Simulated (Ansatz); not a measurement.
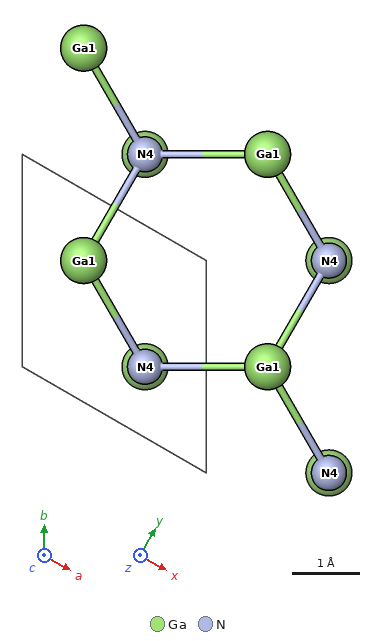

A scan of a crystal of GaN (P6_3mc): the cell is strained along x alone, with the atoms kept at their fractional coordinates. x, y and z are the Cartesian axes of the input. The picture shows the reference cell. The picture is a ball-and-stick view of the cell of the calculation, repeated 2 × 2 × 2 with one cell outlined, seen along the c axis.

Computed with DFT PBEsol, scalar-relativistic, plane waves, PAW (Ansatz 0.2.0). Set-up: plane-wave cutoff 420 eV; k-point mesh 12 × 12 × 6; occupations gaussian; smearing width 0.05 eV; no spin polarisation. Energies (free energies at the smearing named) are counted from the cell as listed in its source, which wasn't relaxed.

Input file:
```yaml
crystal:
  lattice:
    - [3.1799996605, 0.0, 0.0]
    - [-1.5899998303, 2.75396049, 0.0]
    - [0.0, 0.0, 5.166]
  atoms:
    - { symbol: Ga, position: [0.3333333333, 0.6666666667, 0.0] }
    - { symbol: Ga, position: [0.6666666667, 0.3333333333, 0.5] }
    - { symbol: "N", position: [0.3333333333, 0.6666666667, 0.375] }
    - { symbol: "N", position: [0.6666666667, 0.3333333333, 0.875] }
basis:
  ecutwfc: 420
kpoints:
  mp_grid: { grid: [12, 12, 6] }
hamiltonian:
  xc: pbesol
scf:
  occupations: { method: gaussian, width: 0.05 }
output:
  forces: true
  stress: true
  eigenvalues: true
```

Run as
```bash
ansatz run input.yaml --threads 1 --pin off --max-ram 1228MiB --backend cpu --events-out ev --progress --plain --runs-dir out
```

What energies does the calculation give (the strain: −0.060, −0.030, 0.000, 0.015, 0.045, 0.060)?

Answer.
```tsv
strain	energy change (meV/atom)
−0.060	61.6
−0.030	14.6
0.000	0.0
0.015	2.8
0.045	25.0
0.060	43.2
```

The lowest computed point lies at the strain 0.00 (0.0 meV/atom). The unrelaxed reference is under a pressure of 1.0 GPa, which tilts the curve. The distortion takes the space group from P6_3mc to Cmc2_1. At the strain −0.06 the cell of the drawing goes a 3.180 → 2.989 Å, b 3.180 → 3.133 Å, γ 120.0° → 118.5°.
